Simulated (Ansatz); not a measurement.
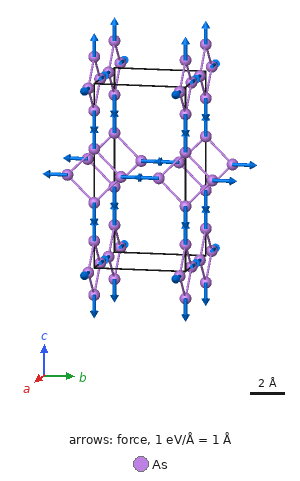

Starting geometry of solid As (a generated structure, set up in P4_2/mmc) (coarse preliminary run) with the computed forces as blue arrows. The picture is a ball-and-stick view of the cell of the calculation, seen slightly off an axis.

Method: DFT PBE, scalar-relativistic, plane waves, PAW in Ansatz. Set-up: plane-wave cutoff 420 eV; k-point mesh 4 × 4 × 2; occupations gaussian; smearing width 0.1 eV; no spin polarisation; cell and atoms relaxed; force threshold 0.04 eV/Å; at most 70 steps.

What follows when this structure is relaxed?

It isn't relaxed: the largest force vector, on As atoms, is 1.51 eV/Å. The final displacements follow the starting forces only in part (cosine between the two patterns 0.42). The energy falls by 2.716 eV per cell of the calculation in 5 accepted moves (6 points after the start). The largest force component goes from 1.5 to 0.032 eV/Å. The pressure goes from 10.04 to 0.11 GPa. The SCF was repeated once at an unchanged geometry on a basis and grid sized afresh for the cell, which shifted the energy by 25.4 meV per cell of the calculation at most. The largest moves relative to the cell, 0.10 Å, are those of As atoms. The volume changes by +17.1 %, with a = b 5.515 → 5.567 Å (+0.9 %), c 11.031 → 12.680 Å (+15.0 %). Among the contacts that change: As–As 3.232 → 3.920 Å, As–As 2.286 → 2.528 Å, As–As 2.283 → 2.420 Å, As–As 2.283 → 2.372 Å. Bond angles that change, for instance: As–As–As 90.0° → 101.6°, As–As–As 90.0° → 78.4°, As–As–As 135.0° → 129.2°. The space group stays P4_2/mmc (No. 131). Cost: 2 min on 1 thread of Arm Neoverse V1, with other jobs on the host, peak memory 0.65 GiB.
